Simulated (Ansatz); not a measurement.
**TaSi: LAPW beside PAW**

Does the method matter for TaSi? The same cell, functional and mesh are run with all-electron LAPW, PAW on the default files and all-electron PAW on datasets made for the crystal.

Program: Ansatz 0.2.0. Level of theory: DFT PBE, scalar-relativistic. These are calculated values, not measurements.

1 further run of the same task is left out (set aside as unsound or not needed).

### Step 1. The starting structure

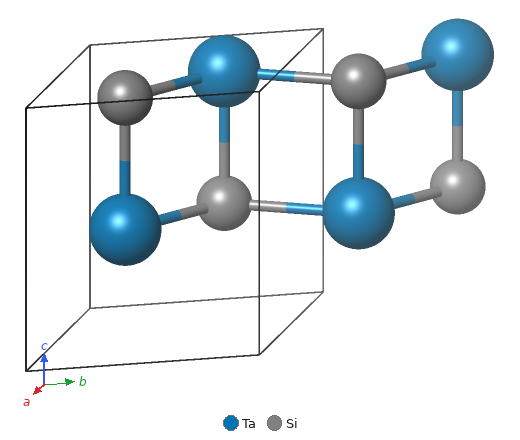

The starting structure, seen slightly off an axis (tantalum blue, silicon grey). 1×2×1 cells are drawn.

Coordinates:

```xyz
4
Lattice="4.4024 0.0000 0.0000 -2.2012 3.8126 0.0000 0.0000 0.0000 4.9911" Properties=species:S:1:pos:R:3 pbc="T T T"
Ta    0.0000    2.5417   -0.3094
Ta    2.2012    1.2709    2.1861
Si    0.0000    2.5417    2.1861
Si    2.2012    1.2709    4.6817
```

The cell was relaxed by PAW from a hypothetical start (wurtzite type); it needn't be the stable phase of this composition.

Atoms are numbered in the order of the input: Ta1, Ta2, Si3, Si4.

### Step 2. All-electron LAPW

input.yaml

```yaml
crystal:
  lattice:
    - [4.4024234723, 0.0, 0.0]
    - [-2.2012117362, 3.8126105652, 0.0]
    - [0.0, 0.0, 4.9911179725]
  atoms:
    - { symbol: Ta, position: [0.3333333333, 0.6666666667, -0.0619989047] }
    - { symbol: Ta, position: [0.6666666667, 0.3333333333, 0.4380010953] }
    - { symbol: Si, position: [0.3333333333, 0.6666666667, 0.4379989047] }
    - { symbol: Si, position: [0.6666666667, 0.3333333333, 0.9379989047] }
kpoints:
  mp_grid: { grid: [10, 10, 6] }
  band_path:
    path:
      - [0.0, 0.0, 0.0]
      - [0.5, 0.0, 0.0]
      - [0.3333333333, 0.3333333333, 0.0]
      - [0.0, 0.0, 0.0]
      - [0.0, 0.0, 0.5]
      - [0.5, 0.0, 0.5]
      - [0.3333333333, 0.3333333333, 0.5]
      - [0.0, 0.0, 0.5]
      - [0.5, 0.0, 0.5]
    npoints: 8
scf:
  occupations: { method: fermi_dirac, width: 0.03 }
hamiltonian:
  xc: pbe
  pseudopotentials: { kind: all_electron, lapw: { basis_error: 0.001 } }
output:
  forces: true
  stress: true
  eigenvalues: true
  populations: true
  dos: { projected: true, de: 0.2, e_range: [-14, 8] }
```

Log (excerpt; [...] marks lines left out):

```text
Warning: the atoms were moved onto the symmetric positions of the space group found under crystal.symmetry.tolerance 1.0e-5 (fractional; no operation is sought that the atoms, as they stand in a round, miss by more than twice it, and no atom is moved by as much as it), and the run uses [...]
Ta: projections on atomic orbitals take those of the free atom 1s2 2s2 2p6 3s2 3p6 3d10 4s2 4p6 4d10 4f14 5s2 5p6 5d3 6s2, of charge +0.00 (hamiltonian.pseudopotentials.projection_atoms)
Si: projections on atomic orbitals take those of the free atom 1s2 2s2 2p6 3s2 3p2, of charge +0.00 (hamiltonian.pseudopotentials.projection_atoms)
LAPW: plane waves up to 8.490 Å⁻¹, error target 1.0e-3 eV per atom; small_component_spin mean_spin; Si in spheres of 1.091 Å, 12 of its electrons in bands, Dirac shells []; Ta in spheres of 1.405 Å, 43 of its electrons in bands, Dirac shells []
[...]
Pseudopotentials: kind: all_electron
Pseudopotential: Ta, LAPW, valence charge 43, Koelling and Harmon's equation, gaussian nucleus
Pseudopotential: Si, LAPW, valence charge 12, Koelling and Harmon's equation, gaussian nucleus
Functional definition: PBE
[...]
Crystal: 4 atoms, lattice volume = 83.775 Å³
Basis set: ecut = 274.64204678819095 eV, 847 PW (Γ), exchange–correlation at level 2
Bands: 66, of which v1, the nominal top of the filled ones, is band 55 counted from 1 (54 counted from 0)
Symmetry: 24 space group operations
Space group: P63/mmc (ITA 194), of the structure as read, at distance tolerance 4.4e-5 Å
k-points: 56 of 600
[...]
SCF iter   1: F=—  HF=-864922.693505 eV  |F-HF|=—  |Δ(HF+E_count)|=         —  Δρ=4.33e-2  dr2=2.59e0  ethr=2.35e-3  ⟨swp⟩=2.0  Hψ=22753  notcnv=0
[...]
the basis was enlarged: its passes take 955.3 KiB over the memory plan, 1 of 1 planned eigensolver slots
[...]
SCF iter   9: F=-864921.760243 eV  HF=-864921.760243 eV  |F-HF|=1.05e-9  |Δ(HF+E_count)|=   7.76e-8  Δρ=3.17e-6  dr2=5.16e-9  ethr=5.74e-11  ⟨swp⟩=3.0  Hψ=11163  notcnv=0
[...]
NSCF: frozen V_eff on 65 k-points
SCF converged after 9 iterations
Free energy (F): -864921.760243 eV
[...]
E sigma→0 (E₀):  -864921.753963 eV
Entropy (-TS):   -0.012560 eV (-3.140 meV/atom)
Fermi energy:    14.104049 eV
[...]
--- Forces (eV/Å), atoms counted from 1 ---
  atom   1  Ta     0.00000000     0.00000000     0.00000000
  atom   2  Ta     0.00000000    -0.00000000     0.00000000
  atom   3  Si     0.00000000    -0.00000000     0.00000000
  atom   4  Si    -0.00000000     0.00000000     0.00000000
[...]
--- Stress (GPa, compression-positive) ---
       -0.029546      -0.000000       0.000000
       -0.000000      -0.029546      -0.000000
        0.000000      -0.000000      -0.143129
  P = ⅓ Tr σ = -0.0674 GPa (-0.674 kbar)
--- Band table (eV; the first three rows and the last of 56) ---
[...]
--- Löwdin populations: 4 sites ---
  site symbol       q [e]
     0     Ta     72.6172
     1     Ta     72.6172
     2     Si     14.2878
     3     Si     14.2878
  spilling = 0.001092 (of n_electrons = 174.000000)
```

Run time: 2.1 min. Hardware: 1 thread, shared host.

Read from it: pressure -0.07 GPa; no gap.

Levels at the path's labelled points, in eV from the Fermi level:

```csv
point,band 52,band 53,band 54,band 55,band 56,band 57,band 58
Γ,-2.48,-2.48,-1.08,-1.08,-0.13,1.73,1.73
M,-2.14,-2.11,-1.70,-0.48,-0.28,0.88,1.05
K,-2.28,-2.20,-2.20,-1.09,0.48,1.10,1.21
Γ,-2.48,-2.48,-1.08,-1.08,-0.13,1.73,1.73
A,-3.16,-3.16,-3.16,1.49,1.49,1.49,1.49
L,-2.44,-2.39,-2.39,0.03,0.03,0.92,0.92
H,-2.98,-2.05,-2.05,-0.44,-0.44,1.93,1.93
A,-3.16,-3.16,-3.16,1.49,1.49,1.49,1.49
L,-2.44,-2.39,-2.39,0.03,0.03,0.92,0.92
```

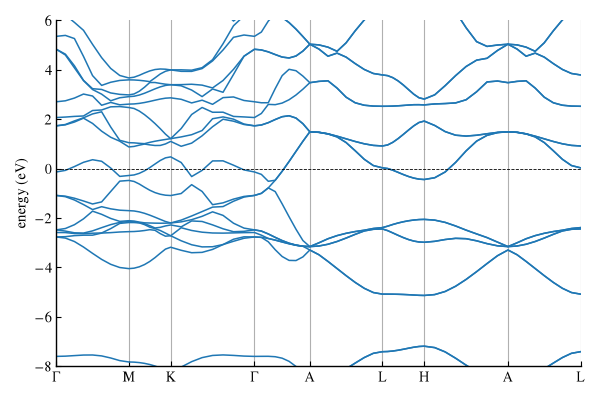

Bands along the path, counted from its Fermi level.

States per cell in windows of 1 eV (zero at the Fermi level; grid of 0.20 eV, so sharp peaks spill over the borders):

```csv
from,to,total,Ta 5d,Si 3p,Si 3s,Ta 6s
-10,-9,0.51,0.02,0.03,0.24,0.20
-9,-8,1.12,0.12,0.09,0.59,0.28
-8,-7,2.35,0.60,0.10,1.46,0.14
-7,-6,0.00,0.00,0.00,0.00,0.00
-6,-5,0.00,0.00,0.00,0.00,0.00
-5,-4,1.66,0.48,0.84,0.08,0.21
-4,-3,1.88,0.70,0.93,0.08,0.13
-3,-2,6.34,3.17,2.95,0.05,0.05
-2,-1,2.19,1.47,0.64,0.01,0.02
-1,0,1.56,1.34,0.13,0.01,0.03
0,1,2.60,2.22,0.15,0.02,0.08
1,2,3.18,2.52,0.27,0.06,0.16
2,3,4.23,2.90,0.63,0.19,0.32
3,4,3.40,1.61,1.15,0.18,0.16
4,5,2.17,0.62,0.75,0.11,0.16
```

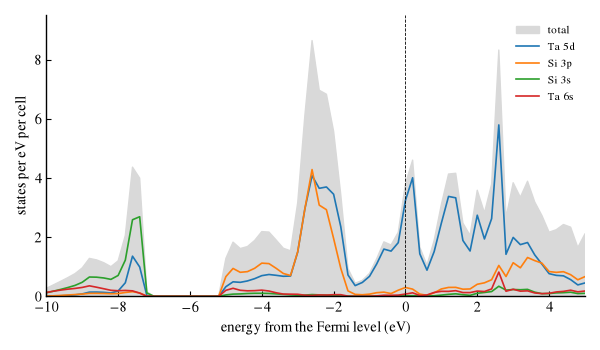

Density of states, total and projected.

### Step 3. PAW on the default files

input.yaml, as its differences from that of step 2:

```diff
@@ -28,3 +28,3 @@
   xc: pbe
-  pseudopotentials: { kind: all_electron, lapw: { basis_error: 0.001 } }
+  pseudopotentials: { kind: paw }
 output:
@@ -33,3 +33,5 @@
   eigenvalues: true
+  efg: { contact_densities: true }
   populations: true
+  bader: true
   dos: { projected: true, de: 0.2, e_range: [-14, 8] }
```

Log (excerpt; [...] marks lines left out):

```text
Warning: the atoms were moved onto the symmetric positions of the space group found under crystal.symmetry.tolerance 1.0e-5 (fractional; no operation is sought that the atoms, as they stand in a round, miss by more than twice it, and no atom is moved by as much as it), and the run uses [...]
Ta: output.efg is read without spin–orbit coupling, which moves field gradients at and beside such atoms by some per cent and up to a factor of two; PAW files take it under magnetization.noncollinear and magnetization.spin_orbit
[...]
Pseudopotentials: kind: paw
Pseudopotential: Ta, paw, valence charge 13, recommended cutoff 420 eV (normal)
Pseudopotential: Si, paw, valence charge 4, recommended cutoff 420 eV (normal)
[... 1 set-up line as earlier in the session ...]
[...]
Crystal: 4 atoms, lattice volume = 83.775 Å³
Basis set: ecut = 420 eV, 1643 PW (Γ), exchange–correlation on 60×60×72 points (8 copies of the dense FFT grid, shifted against one another)
[...]
  atom   1  Ta V_zz =   -24.897162   η = 0.0000   by run symmetry: allowed
            electrostatic potential = -14489.640792 V   contact ρ = 8154468.193329 e/Å³
  atom   2  Ta V_zz =   -24.897162   η = 0.0000   by run symmetry: allowed
            electrostatic potential = -14489.640792 V   contact ρ = 8154468.193329 e/Å³
  atom   3  Si V_zz =    -0.929948   η = 0.0000   by run symmetry: allowed
            electrostatic potential = -1366.047104 V   contact ρ = 12811.836717 e/Å³
  atom   4  Si V_zz =    -0.929948   η = 0.0000   by run symmetry: allowed
            electrostatic potential = -1366.047104 V   contact ρ = 12811.836717 e/Å³
--- Band table (eV; the first three rows and the last of 56) ---
[... band rows left out ...]
[...]
--- Löwdin populations: 4 sites ---
  site symbol       q [e]
     0     Ta     12.5927
     1     Ta     12.5927
     2     Si      4.3051
     3     Si      4.3051
  spilling = 0.006016 (of n_electrons = 34.000000)
--- Bader charges: 4 sites ---
  site symbol  charge [e]  shift [e]
     0     Ta      0.9361     0.0026
     1     Ta      0.9362     0.0026
     2     Si     -0.9361     0.0026
     3     Si     -0.9361     0.0026
  estimated error of the sums over rays = 8.1e-4 e
```

Wall time 52 s (1 thread, shared host).

Result: pressure 0.01 GPa; no gap; Vzz Ta1 -24.90 (η = 0.00), Si3 -0.93 (η = 0.00) (10²¹ V/m²).

```
atom  Bader charge (e)  basin volume (Å³)
 Ta1             +0.94              18.95
 Si3             -0.94              22.93
```

### Step 4. All-electron PAW on datasets made for the crystal

input.yaml, as its differences from that of step 3:

```diff
@@ -28,3 +28,3 @@
   xc: pbe
-  pseudopotentials: { kind: paw }
+  pseudopotentials: { kind: all_electron, datasets: crystal }
 output:
@@ -34,4 +34 @@
   efg: { contact_densities: true }
-  populations: true
-  bader: true
-  dos: { projected: true, de: 0.2, e_range: [-14, 8] }
```

Log (excerpt; [...] marks lines left out):

```text
Warning: the atoms were moved onto the symmetric positions of the space group found under crystal.symmetry.tolerance 1.0e-5 (fractional; no operation is sought that the atoms, as they stand in a round, miss by more than twice it, and no atom is moved by as much as it), and the run uses [...]
band count auto-derived: 29 (N_el = 34.0; filled up to band 17; 21 by the electrons, moments and atoms)
Ta: output.efg is read without spin–orbit coupling, which moves field gradients at and beside such atoms by some per cent and up to a factor of two; PAW files take it under magnetization.noncollinear and magnetization.spin_orbit
[...]
[... 1 set-up line as earlier in the session ...]
Pseudopotential: Ta, paw, valence charge 27, recommended cutoff 220 eV (normal), Koelling and Harmon's equation, gaussian nucleus
Pseudopotential: Si, paw, valence charge 12, recommended cutoff 220 eV (normal), Koelling and Harmon's equation, gaussian nucleus
[... 1 set-up line as earlier in the session ...]
[...]
Crystal: 4 atoms, lattice volume = 83.775 Å³
[...]
  atom   4  Si     0.00000000     0.00000000     0.00000000
[...]
--- Stress (GPa, compression-positive) ---
       -0.033941       0.000000      -0.000000
       -0.000000      -0.033941       0.000000
       -0.000000       0.000000      -0.146267
  P = ⅓ Tr σ = -0.0714 GPa (-0.714 kbar)
  It holds what live shells' own plane waves past their cutoff add
--- PAW observables at the nuclei: V_zz in 10²¹ V/m², potentials from the cell's mean, atoms counted from 1 ---
  atom   1  Ta V_zz =   -24.018853   η = -0.0000   by run symmetry: allowed
            electrostatic potential = -14489.624194 V   contact ρ = 8150609.380141 e/Å³
  atom   2  Ta V_zz =   -24.018853   η = 0.0000   by run symmetry: allowed
            electrostatic potential = -14489.624194 V   contact ρ = 8150609.380141 e/Å³
  atom   3  Si V_zz =    -0.909525   η = 0.0000   by run symmetry: allowed
            electrostatic potential = -1365.603182 V   contact ρ = 12820.823309 e/Å³
  atom   4  Si V_zz =    -0.909525   η = 0.0000   by run symmetry: allowed
            electrostatic potential = -1365.603182 V   contact ρ = 12820.823309 e/Å³
--- Band table (eV; the first three rows and the last of 56) ---
[... band rows left out ...]
[...]
```

It took 1.9 min on 1 thread, shared host.

This run gives: pressure -0.07 GPa; no gap; Vzz Ta1 -24.02 (η = 0.00), Si3 -0.91 (η = 0.00) (10²¹ V/m²).

```
atom  contact density (e/Å³)
 Ta1                 8150609
 Si3                12820.82
```

### Step 5. Comparison

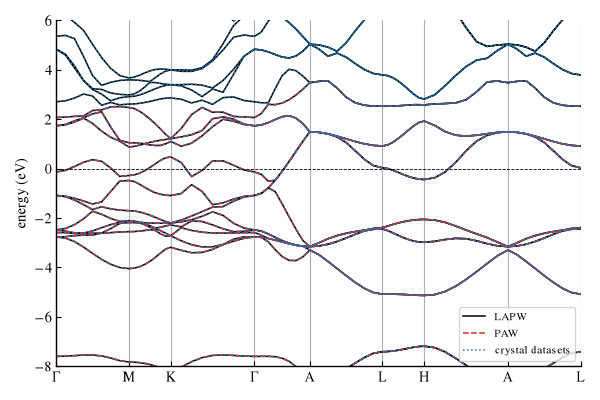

Bands of 3 runs (LAPW; PAW; crystal datasets) drawn together, counted from each run's Fermi level.

| method | pressure (GPa) | Vzz Ta1 (10²¹ V/m²) | Vzz Si3 (10²¹ V/m²) | SCF cycles, all passes |
| --- | --- | --- | --- | --- |
| LAPW | -0.07 | – | – | 9 |
| PAW | 0.01 | -24.90 | -0.93 | 6 |
| crystal datasets | -0.07 | -24.02 | -0.91 | 10 |

### Step 6. What came out

```
           quantity                                             value
           pressure  LAPW -0.07, PAW 0.01, crystal datasets -0.07 GPa
         gap (LAPW)                                              none
Bader charges (PAW)                            Ta1 +0.94, Si3 -0.94 e
```

The pressure is within half a GPa of zero, so the volume is close to equilibrium at this level. Bands cross the Fermi level: the crystal is a metal at this level. Ta 5d carries the largest share, 90 %, of the projected states within 0.3 eV of the Fermi level. The projection holds only the free atom's occupied shells (Ta 6s, Ta 5d, Si 3s, Si 3p in this range). The field gradient at Ta1, the largest by crystal datasets, is -24.90 by PAW and -24.02 by crystal datasets (10²¹ V/m²), within 5 %. Spin–orbit coupling is left out, which moves gradients at and beside heavy atoms by some per cent and at worst by a factor of two. PAW lies +0.08 GPa from LAPW in pressure. The price, with the outputs that each input asks for: 2.1 min for LAPW against 52 s for PAW, about 2.4 to one. Spin-orbit coupling is left out, though the cell holds Ta; in elements this heavy it can shift bands and gaps by tenths of an eV.
